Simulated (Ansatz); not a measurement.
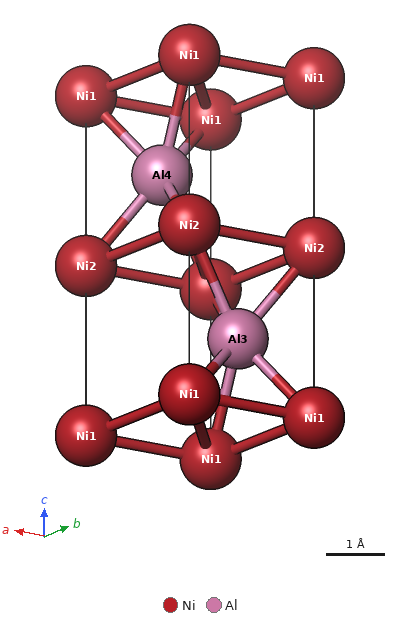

*The structure (ball-and-stick view of the cell of the calculation, seen at an oblique angle; atoms are numbered from 1 in the order of the input).*

Near neighbours in the crystal (not all of them lie inside the picture): Ni has 6 Al at 2.15 Å and 6 Ni at 2.31 Å; Al has 6 Al at 2.31 Å and 6 Ni at 2.15 Å.

## Run report: AlNi, band-structure calculation

System: AlNi (P6₃/mmc, 4 atoms in the cell).
Method: DFT, PBE, PAW with Ansatz's default frozen-core files, scalar-relativistic, no spin polarisation (Ansatz 0.2.0).

It belongs to a series of runs on one base structure; here: volume scaled by 0.55, PAW files. Figures and captions count atoms from 1; the log counts them from 0 in places.

Input
```yaml
crystal:
  lattice:
    - [2.3123166373, 0.0, 0.0]
    - [-1.1561583187, 2.0025249495, 0.0]
    - [0.0, 0.0, 6.758330696]
  atoms:
    - { symbol: Ni, position: [0.0, 0.0, 0.0] }
    - { symbol: Ni, position: [0.0, 0.0, 0.5] }
    - { symbol: Al, position: [0.3333333333, 0.6666666667, 0.25] }
    - { symbol: Al, position: [0.6666666667, 0.3333333333, 0.75] }
kpoints:
  mp_grid: { grid: [11, 11, 7] }
  band_path:
    path:
      - [0.0, 0.0, 0.0]
      - [0.5, 0.0, 0.0]
      - [0.3333333333, 0.3333333333, 0.0]
      - [0.0, 0.0, 0.0]
      - [0.0, 0.0, 0.5]
      - [0.5, 0.0, 0.5]
      - [0.3333333333, 0.3333333333, 0.5]
      - [0.0, 0.0, 0.5]
      - [0.5, 0.0, 0.5]
    npoints: 8
scf:
  occupations: { method: fermi_dirac, width: 0.1 }
hamiltonian:
  xc: pbe
  pseudopotentials: { kind: paw }
output:
  forces: true
  stress: true
  eigenvalues: true
  populations: true
  dos: { projected: true, de: 0.2, e_range: [-14, 8] }
  write_density: true
  write_potential: true
  elf: true
  volumetric_format: npy
```

Hardware: 1 thread of AMD EPYC (Zen 3), 64 GiB of memory available, shared host.

Launched with:
```bash
ansatz run input.yaml --threads 1 --pin off --max-ram 3072MiB --backend cpu --events-out ev --progress --plain --runs-dir out
```

The program's output
```
Engine: ansatz 0.2.0, x86_64-unknown-linux-gnu
Pseudopotentials: kind: paw
Pseudopotential: Ni, paw, valence charge 18, recommended cutoff 420 eV (normal), Ni.paw.azcp
Pseudopotential: Al, paw, valence charge 3, recommended cutoff 420 eV (normal), Al.paw.azcp
Functional definition: PBE
  parameter kappa = 0.804
  parameter beta = 0.06672455060314922
  exchange = pbe_x(kappa = kappa, mu = beta*pi^2/3)
  correlation = pbe_c(beta = beta)
Crystal: 4 atoms, lattice volume = 31.294 Å³
Basis set: ecut = 420 eV, 599 PW (Γ), exchange–correlation on 32×32×96 points (8 copies of the dense FFT grid, shifted against one another)
Bands: 26, of which v1, the nominal top of the filled ones, is band 21 counted from 1 (20 counted from 0)
Symmetry: 24 space group operations
Space group: P63/mmc (ITA 194), of the structure as read, at distance tolerance 3.2e-5 Å
k-points: 64 of 847
Non-local potential: Ni, projectors of the file, l = 0: 3, l = 1: 2, l = 2: 3, l = 3: 1
Non-local potential: Al, projectors of the file, l = 0: 2, l = 1: 2, l = 2: 1
PAW form: soft (Blöchl's): semilocal exchange-correlation on the pseudo side does not see the compensation charge
PAW one-centre angular grid: Ni, 590 points (default); XC on 64 Gauss nodes
PAW one-centre angular grid: Al, 110 points (default); XC on 64 Gauss nodes
Initial density: superposition of atomic densities (neutral atoms: chi_scale 0, normalization atom), corrected by the library's trained network
Initial wavefunctions: pseudopotential atomic-orbital guess
Functional: x = pbe(κ = 0.804, μ = 0.2195149727645171), c = pbe(β = 0.06672455060314922)
SCF iter   1: F=—  HF=-12748.871207 eV  |F-HF|=—  |Δ(HF+E_count)|=         —  Δρ=3.64e-2  dr2=3.69e-1  ethr=1.77e-3  ⟨swp⟩=7.3  Hψ=8423  notcnv=0
preconditioner: auto → none  [metal: Δε(μ)=0.055 eV  Ē_g=10.210 eV  σ=0.100 eV  W_gap=0.14  n_scr=6 (ndim 8)  ℏωp=33.8 eV  f_vac=0.000  D(μ)=1.07/eV (n_scr^D=4)  sad-step TF]
SCF iter   2: F=—  HF=-12748.834306 eV  |F-HF|=—  |Δ(HF+E_count)|=   3.69e-2  Δρ=2.12e-2  dr2=1.59e-1  ethr=8.78e-4  ⟨swp⟩=2.0  Hψ=2450  notcnv=0  defer=3
SCF iter   3: F=—  HF=-12748.803456 eV  |F-HF|=—  |Δ(HF+E_count)|=   3.09e-2  Δρ=6.68e-3  dr2=7.19e-3  ethr=3.79e-4  ⟨swp⟩=2.3  Hψ=2683  notcnv=0  defer=3
SCF iter   4: F=—  HF=-12748.801640 eV  |F-HF|=—  |Δ(HF+E_count)|=   1.82e-3  Δρ=1.24e-3  dr2=1.54e-4  ethr=1.71e-5  ⟨swp⟩=2.2  Hψ=2910  notcnv=0  defer=2
SCF iter   5: F=—  HF=-12748.801644 eV  |F-HF|=—  |Δ(HF+E_count)|=   4.48e-6  Δρ=2.89e-4  dr2=1.10e-5  ethr=3.67e-7  ⟨swp⟩=2.1  Hψ=2874  notcnv=0  defer=2
SCF iter   6: F=—  HF=-12748.801483 eV  |F-HF|=—  |Δ(HF+E_count)|=   1.62e-4  Δρ=2.87e-5  dr2=1.10e-7  ethr=2.63e-8  ⟨swp⟩=2.1  Hψ=2587  notcnv=0  defer=2
SCF iter   7: F=-12748.801483 eV  HF=-12748.801483 eV  |F-HF|=3.17e-9  |Δ(HF+E_count)|=   1.60e-8  Δρ=4.65e-6  dr2=4.07e-9  ethr=2.38e-10  ⟨swp⟩=10.7  Hψ=12941  notcnv=0
SCF 1 converged in 7 iterations: F = -12748.801483 eV  dr2 = 4.07e-9
  greatest PAW one-centre occupation: 1.001 electrons in one spin orbital (limit 2), on the Ni atom at site 1 (counted from 0), in its partial waves of l = 1
NSCF: frozen V_eff on 65 k-points
SCF converged after 7 iterations
Free energy (F): -12748.801483 eV
Harris-Foulkes:  -12748.801483 eV  (|F-HF|=3.17e-9)
Internal energy: -12748.760856 eV  (E = F + TS)
E sigma→0 (E₀):  -12748.781169 eV
Entropy (-TS):   -0.040627 eV (-10.157 meV/atom)
Fermi energy:    22.808045 eV
--- Per-component energies (eV) ---
  E_band       = -358.102021
  E_kinetic    = 663.900034
  E_local      = -8159.922117  (includes V_loc(G=0)·N_el)
  E_nonlocal   = 1300.812339
  E_hartree    = 3601.100395
  E_xc         = -269.152015
  E_vxc        = -302.911226  (∫ρ·V_xc dr)
  E_paw        = -4199.187909  (= ΣΔE_a)
  E_vpaw       = -1062.175558  (= ΣTr[D̂ρ^β])
  E_aug_tail   = 0.000810  (compensation charges beyond the density's cutoff)
  E_ewald      = -5686.312393
  E_smearing   = -0.040627  (= −TS)
  E_closure    = 0.000000  (closes the sum)
  Σ components = -12748.801483   (vs F -12748.801483, Δ=0.00e0)
--- Forces (eV/Å), atoms counted from 1 ---
  atom   1  Ni     0.00000000    -0.00000000     0.00000000
  atom   2  Ni     0.00000000    -0.00000000     0.00000000
  atom   3  Al     0.00000000    -0.00000000     0.00000000
  atom   4  Al    -0.00000000     0.00000000     0.00000000
  max |Σ_I F_I| component: 2.31e-18 eV/Å
--- Stress (GPa, compression-positive) ---
      191.760358      -0.000000       0.000000
        0.000000     191.760358       0.000000
        0.000000       0.000000     191.953523
  P = ⅓ Tr σ = 191.8247 GPa (1918.247 kbar)
--- Band table (eV; the first three rows and the last of 64) ---
  k-point 0: bands = ["-81.5516", "-81.5514", "-42.2929", "-42.2854", "-41.6462", "-41.6462", "-41.6460", "-41.6460", "8.1265", "10.6853", "12.3728", "16.1812", "18.3468", "19.4933", "19.4933", "19.5032", "19.5032", "19.8895", "20.4758", "20.4758", "20.5946", "20.5946", "26.6459", "33.2930", "38.9818", "38.9818"]
  k-point 1: bands = ["-81.5516", "-81.5514", "-42.2925", "-42.2858", "-41.6461", "-41.6461", "-41.6460", "-41.6460", "8.1965", "10.3561", "12.7754", "16.0818", "18.3661", "19.4939", "19.4939", "19.5028", "19.5028", "19.6904", "20.4815", "20.4815", "20.5885", "20.5885", "27.0070", "32.8908", "39.0433", "39.0433"]
  k-point 2: bands = ["-81.5516", "-81.5514", "-42.2915", "-42.2869", "-41.6461", "-41.6461", "-41.6460", "-41.6460", "8.4049", "9.7691", "13.5691", "15.7616", "18.4332", "19.2554", "19.4954", "19.4954", "19.5015", "19.5015", "20.4976", "20.4976", "20.5717", "20.5717", "27.9433", "31.8760", "39.2196", "39.2196"]
  k-point 63: bands = ["-81.4857", "-81.4856", "-42.2285", "-42.2283", "-41.9497", "-41.9495", "-41.8749", "-41.8748", "16.4264", "16.6008", "16.9892", "17.2492", "17.7038", "17.9524", "18.1877", "18.2823", "18.2850", "18.4273", "22.4485", "23.0070", "23.2368", "23.6089", "26.1011", "26.4216", "28.7444", "29.0283"]
--- Löwdin populations: 4 sites ---
  site symbol       q [e]
     0     Ni     17.5847
     1     Ni     17.5847
     2     Al      3.2238
     3     Al      3.2238
  spilling = 0.009117 (of n_electrons = 42.000000)
```

File dos.tsv
```
# E-E_F[eV]	g_bin_mean(E)[states/eV]	N(E)
# format = ansatz-dos/2
# fermi_ev = 22.808045
# fermi_mp_grid = 11 11 7
# fermi_mp_shift = 0 0 0
# tetrahedron_fermi_ev = 22.835173
# g_bin_mean(E): the states in a bin one row spacing wide, centred on E, divided by that spacing. States that the method places at a single energy (under output.dos.method: tetrahedron, those of a tetrahedron whose four corners have one energy) are counted whole in the row whose bin holds that energy (on the edge of two bins, in the lower row). The sum of g_bin_mean over a run of rows, times the row spacing, is the number of states from half a spacing under the first of them to half a spacing over the last (a plain sum, not the trapezoid rule).
-14.000000	1.695470e-1	1.606428e1
-13.800000	2.050844e-1	1.610320e1
-13.600000	2.064465e-1	1.614379e1
-13.400000	2.468841e-1	1.618831e1
-13.200000	2.652156e-1	1.624028e1
-13.000000	2.884184e-1	1.629561e1
-12.800000	3.176700e-1	1.635600e1
-12.600000	3.482289e-1	1.642280e1
-12.400000	3.722576e-1	1.649472e1
-12.200000	4.140598e-1	1.657283e1
-12.000000	4.466121e-1	1.666000e1
-11.800000	4.511102e-1	1.674958e1
-11.600000	4.628564e-1	1.684118e1
-11.400000	4.678479e-1	1.693434e1
-11.200000	4.747536e-1	1.702842e1
-11.000000	4.840065e-1	1.712436e1
-10.800000	4.919507e-1	1.722194e1
-10.600000	4.985034e-1	1.732106e1
-10.400000	5.084020e-1	1.742148e1
-10.200000	5.372153e-1	1.752540e1
-10.000000	5.792650e-1	1.763719e1
-9.800000	6.094787e-1	1.775636e1
-9.600000	6.389770e-1	1.788097e1
-9.400000	6.742071e-1	1.801220e1
-9.200000	7.122405e-1	1.815084e1
-9.000000	7.528718e-1	1.829709e1
-8.800000	8.083955e-1	1.845285e1
-8.600000	8.756986e-1	1.862104e1
-8.400000	9.867423e-1	1.880448e1
-8.200000	1.100266e0	1.901673e1
-8.000000	1.098156e0	1.923838e1
-7.800000	1.159643e0	1.945876e1
-7.600000	1.210041e0	1.970354e1
-7.400000	1.130083e0	1.994208e1
-7.200000	1.231679e0	2.016176e1
-7.000000	9.132865e-1	2.038483e1
-6.800000	1.074351e0	2.057379e1
-6.600000	1.721258e0	2.084575e1
-6.400000	2.376673e0	2.126440e1
-6.200000	2.292049e0	2.173951e1
-6.000000	2.605303e0	2.222164e1
-5.800000	3.035450e0	2.278524e1
-5.600000	3.288272e0	2.341410e1
-5.400000	3.263262e0	2.409636e1
-5.200000	3.800856e0	2.471901e1
-5.000000	3.850010e0	2.554954e1
-4.800000	3.962293e0	2.635047e1
-4.600000	4.253801e0	2.711600e1
-4.400000	6.136936e0	2.814537e1
-4.200000	5.860241e0	2.945732e1
-4.000000	4.836880e0	3.045998e1
-3.800000	4.194126e0	3.139558e1
-3.600000	3.557787e0	3.214859e1
-3.400000	3.376525e0	3.286287e1
-3.200000	3.444795e0	3.346885e1
-3.000000	4.758934e0	3.429460e1
-2.800000	5.912925e0	3.537635e1
-2.600000	3.049346e0	3.643215e1
-2.400000	4.151667e0	3.697065e1
-2.200000	2.812310e0	3.775808e1
-2.000000	1.897624e0	3.819625e1
-1.800000	1.764231e0	3.855811e1
-1.600000	1.764943e0	3.890660e1
-1.400000	1.908754e0	3.927069e1
-1.200000	2.033060e0	3.966566e1
-1.000000	2.091065e0	4.009185e1
-0.800000	2.585186e0	4.051335e1
-0.600000	2.231293e0	4.104678e1
-0.400000	1.665133e0	4.144229e1
-0.200000	1.272086e0	4.171386e1
0.000000	1.187523e0	4.196686e1
0.200000	9.620228e-1	4.218690e1
0.400000	1.021454e0	4.236692e1
0.600000	1.126260e0	4.258396e1
0.800000	1.212768e0	4.282124e1
1.000000	1.180622e0	4.306980e1
1.200000	9.489207e-1	4.327994e1
1.400000	7.605557e-1	4.344983e1
1.600000	6.826744e-1	4.359251e1
1.800000	4.841087e-1	4.371119e1
2.000000	3.735327e-1	4.379436e1
2.200000	3.551145e-1	4.386577e1
2.400000	3.695780e-1	4.393768e1
2.600000	5.300247e-1	4.402242e1
2.800000	7.307878e-1	4.414985e1
3.000000	8.338680e-1	4.430592e1
3.200000	1.067398e0	4.449754e1
3.400000	1.198384e0	4.472719e1
3.600000	1.162068e0	4.496259e1
3.800000	1.174415e0	4.519541e1
4.000000	1.227618e0	4.543320e1
4.200000	1.472651e0	4.570278e1
4.400000	1.609899e0	4.601507e1
4.600000	1.443579e0	4.634095e1
4.800000	1.020168e0	4.657306e1
5.000000	8.900516e-1	4.675586e1
5.200000	8.343869e-1	4.693724e1
5.400000	9.192889e-1	4.709728e1
5.600000	1.359503e0	4.732981e1
5.800000	1.594019e0	4.762505e1
6.000000	1.632280e0	4.795711e1
6.200000	1.911240e0	4.830775e1
6.400000	1.576675e0	4.866182e1
6.600000	1.127618e0	4.892950e1
6.800000	1.034649e0	4.914352e1
7.000000	9.946702e-1	4.934550e1
7.200000	8.838436e-1	4.954332e1
7.400000	7.058051e-1	4.969317e1
7.600000	6.486972e-1	4.982756e1
7.800000	6.311027e-1	4.995497e1
8.000000	6.476497e-1	5.008272e1
```

File populations.tsv
```
# site	symbol	l	j	q
# orbitals = lowdin
# n_electrons = 42.000000
# spilling = 0.009117
0	Ni	0_3S	-	1.965060
0	Ni	0_4S	-	0.542849
0	Ni	1_3P	-	5.987762
0	Ni	2_3D	-	9.089040
1	Ni	0_3S	-	1.965060
1	Ni	0_4S	-	0.542849
1	Ni	1_3P	-	5.987762
1	Ni	2_3D	-	9.089040
2	Al	0_3S	-	0.773579
2	Al	1_3P	-	2.450245
3	Al	0_3S	-	0.773579
3	Al	1_3P	-	2.450245
```

File rho_z.tsv
```
# z_ang	rho[e/angstrom^3]
# format = ansatz-planar-average/11
# lattice	2.312316637	0.000000000	0.000000000
# lattice	-1.156158319	2.002524949	0.000000000
# lattice	0.000000000	0.000000000	6.758330696
# sites	4
# site	28	0.000000000	0.000000000	0.000000000
# site	28	0.000000000	0.000000000	3.379165348
# site	13	-0.000000000	1.335016633	1.689582674
# site	13	1.156158319	0.667508317	5.068748022
0.000000	5.335931e0
0.140799	4.598257e0
0.281597	3.044852e0
0.422396	1.722223e0
0.563194	9.794152e-1
0.703993	6.440551e-1
0.844791	5.048355e-1
0.985590	4.381225e-1
1.126388	3.890157e-1
1.267187	3.489124e-1
1.407986	3.190586e-1
1.548784	3.010249e-1
1.689583	2.949054e-1
1.830381	3.010249e-1
1.971180	3.190586e-1
2.111978	3.489124e-1
2.252777	3.890157e-1
2.393575	4.381225e-1
2.534374	5.048355e-1
2.675173	6.440551e-1
2.815971	9.794152e-1
2.956770	1.722223e0
3.097568	3.044852e0
3.238367	4.598257e0
3.379165	5.335931e0
3.519964	4.598257e0
3.660762	3.044852e0
3.801561	1.722223e0
3.942360	9.794152e-1
4.083158	6.440551e-1
4.223957	5.048355e-1
4.364755	4.381225e-1
4.505554	3.890157e-1
4.646352	3.489124e-1
4.787151	3.190586e-1
4.927949	3.010249e-1
5.068748	2.949054e-1
5.209547	3.010249e-1
5.350345	3.190586e-1
5.491144	3.489124e-1
5.631942	3.890157e-1
5.772741	4.381225e-1
5.913539	5.048355e-1
6.054338	6.440551e-1
6.195136	9.794152e-1
6.335935	1.722223e0
6.476734	3.044852e0
6.617532	4.598257e0
```

File v_z.tsv
```
# z_ang	v_es[eV]	v_tot[eV]
# format = ansatz-planar-average/11
# xc	pbe
# density_cutoff_ev	1680
# datasets	Ni=:simpson_from_first_knot:soft	Al=:simpson_from_first_knot:soft
# lattice	2.312316637	0.000000000	0.000000000
# lattice	-1.156158319	2.002524949	0.000000000
# lattice	0.000000000	0.000000000	6.758330696
# sites	4
# site	28	0.000000000	0.000000000	0.000000000
# site	28	0.000000000	0.000000000	3.379165348
# site	13	-0.000000000	1.335016633	1.689582674
# site	13	1.156158319	0.667508317	5.068748022
0.000000	-2.706965e0	-1.873624e1
0.140799	-1.708447e0	-1.755503e1
0.281597	1.118009e0	-1.425497e1
0.422396	5.242600e0	-9.447383e0
0.563194	9.751405e0	-4.190950e0
0.703993	1.334037e1	1.259925e-1
0.844791	1.477466e1	2.083883e0
0.985590	1.400984e1	1.689479e0
1.126388	1.255056e1	3.643305e-1
1.267187	1.154129e1	-9.856384e-1
1.407986	1.105843e1	-1.901087e0
1.548784	1.087464e1	-2.356795e0
1.689583	1.081889e1	-2.507450e0
1.830381	1.087464e1	-2.356795e0
1.971180	1.105843e1	-1.901087e0
2.111978	1.154129e1	-9.856384e-1
2.252777	1.255056e1	3.643305e-1
2.393575	1.400984e1	1.689479e0
2.534374	1.477466e1	2.083883e0
2.675173	1.334037e1	1.259925e-1
2.815971	9.751405e0	-4.190950e0
2.956770	5.242600e0	-9.447383e0
3.097568	1.118009e0	-1.425497e1
3.238367	-1.708447e0	-1.755503e1
3.379165	-2.706965e0	-1.873624e1
3.519964	-1.708447e0	-1.755503e1
3.660762	1.118009e0	-1.425497e1
3.801561	5.242600e0	-9.447383e0
3.942360	9.751405e0	-4.190950e0
4.083158	1.334037e1	1.259925e-1
4.223957	1.477466e1	2.083883e0
4.364755	1.400984e1	1.689479e0
4.505554	1.255056e1	3.643305e-1
4.646352	1.154129e1	-9.856384e-1
4.787151	1.105843e1	-1.901087e0
4.927949	1.087464e1	-2.356795e0
5.068748	1.081889e1	-2.507450e0
5.209547	1.087464e1	-2.356795e0
5.350345	1.105843e1	-1.901087e0
5.491144	1.154129e1	-9.856384e-1
5.631942	1.255056e1	3.643305e-1
5.772741	1.400984e1	1.689479e0
5.913539	1.477466e1	2.083883e0
6.054338	1.334037e1	1.259925e-1
6.195136	9.751405e0	-4.190950e0
6.335935	5.242600e0	-9.447383e0
6.476734	1.118009e0	-1.425497e1
6.617532	-1.708447e0	-1.755503e1
```

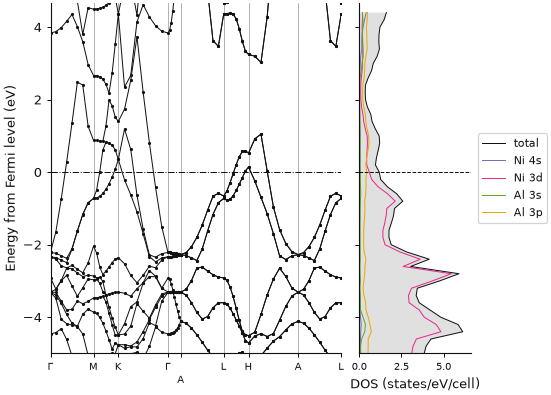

*Band structure along Γ–M–K–Γ–A–L–H–A–L and density of states (projected on Löwdin-orthogonalised atomic shells), with energies from the Fermi level.*

Bands cross the Fermi level: a metal at this level of theory.

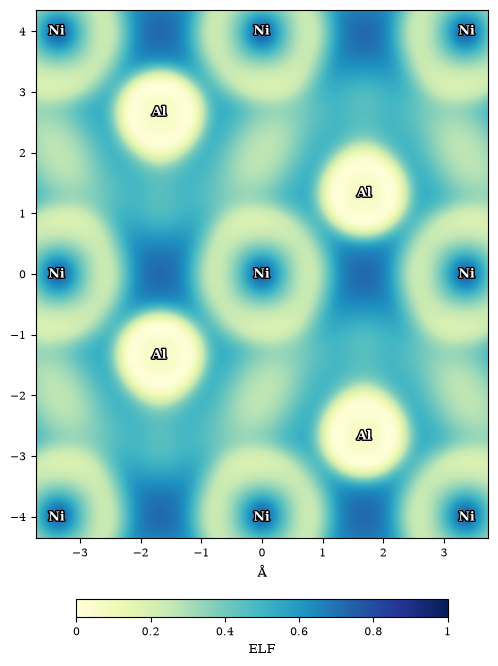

*Electron localisation function on the (110) plane of the conventional cell.*

Atoms in the plane: Ni and Al. The strong features right at Ni lie inside the PAW spheres (semicore, d or f shells) and say nothing about bonding. The fields are those of the smooth PAW valence density.

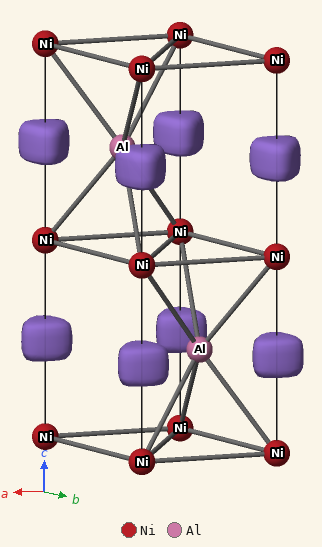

*Isosurface of the electron localisation function at 0.65 (purple), seen at an oblique angle. Core shells and regions of very low density are left out. Sticks mark near contacts. The outline is the cell set on symmetry axes.*

Values along the shortest contacts: Al–Ni (2.15 Å): the ELF is about 0.40 at the midpoint, as expected for nearly free electrons, as in a simple metal. Ni–Ni (2.31 Å): the ELF is about 0.25 at the midpoint (no shared electron pair).

Results in brief

```csv
quantity,value
outcome,converged
space group (tolerance 0.01 Å),P6₃/mmc (194)
electrons treated,42
free energy,−12748.8015 eV
Fermi energy,22.808 eV
pressure,191.82 GPa
electronic character,metal
largest force (length of the vector),under 0.001 eV/Å
wall time,6 s
peak memory,0.37 GiB
```

Remarks

The run has no spin polarisation, so a magnetic state may lie lower. The cell is under a pressure of 192 GPa at this level, so it is not at its equilibrium volume.
